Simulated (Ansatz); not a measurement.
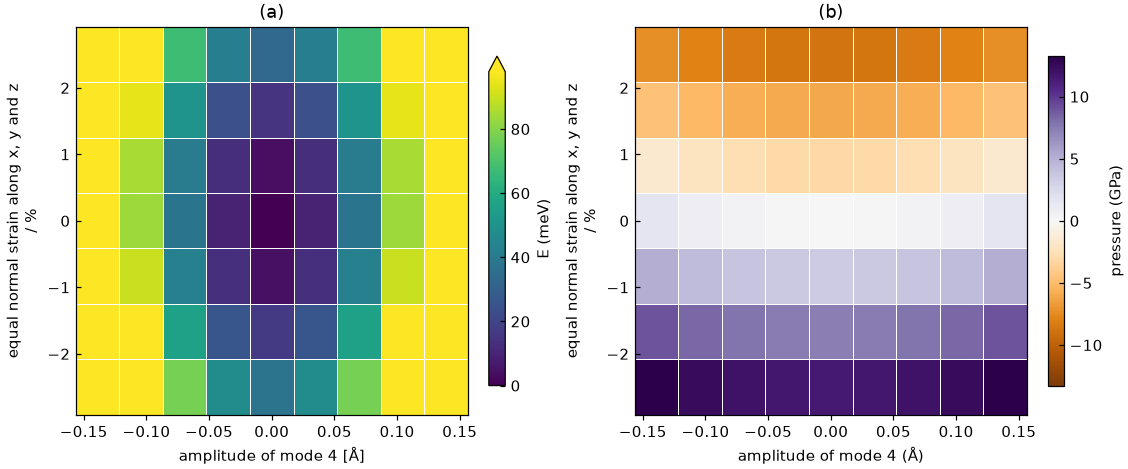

Be (P6_3/mmc, No. 194; 2 atoms in the cell). The energy is mapped over a normal mode and a strain (zone-centre modes of the 2-atom cell of this scan) (x along [1 0 0], y along [1 2 0], z along [0 0 1] of the conventional cell). Coordinates scanned: (1) amplitude of mode 4 (485 cm⁻¹), largest displacement in the unstrained cell; (2) equal normal strain along x, y and z. Nothing is relaxed (the pattern is fixed in fractional coordinates). The grid has 9 × 7 points; 35 points were computed and 28 follow by symmetry. Points are written as (first, second). All energies are given in meV per cell relative to the lowest grid point. Computed with DFT PBE+D3(BJ), scalar-relativistic, plane waves, PAW in Ansatz 0.2.0. Settings: cutoff 520 eV, k-mesh 24×24×12 in the order of the run's cell vectors, gaussian smearing 0.15 eV, no spin polarisation.

Panel (a) is the energy; panel (b) is the computed pressure, in GPa.

Drawn: one coloured cell a grid point, one colour for all values above the top of the scale.

Question: How does the pressure vary over the map, and what is it at the lowest grid point?

Answer: It runs from −8.7 GPa at (0.000 Å, 2.50 %) to 13.3 GPa at (−0.139 Å, −2.50 %). At the lowest grid point, (0.000 Å, 0.00 %), it is 0.0 GPa.
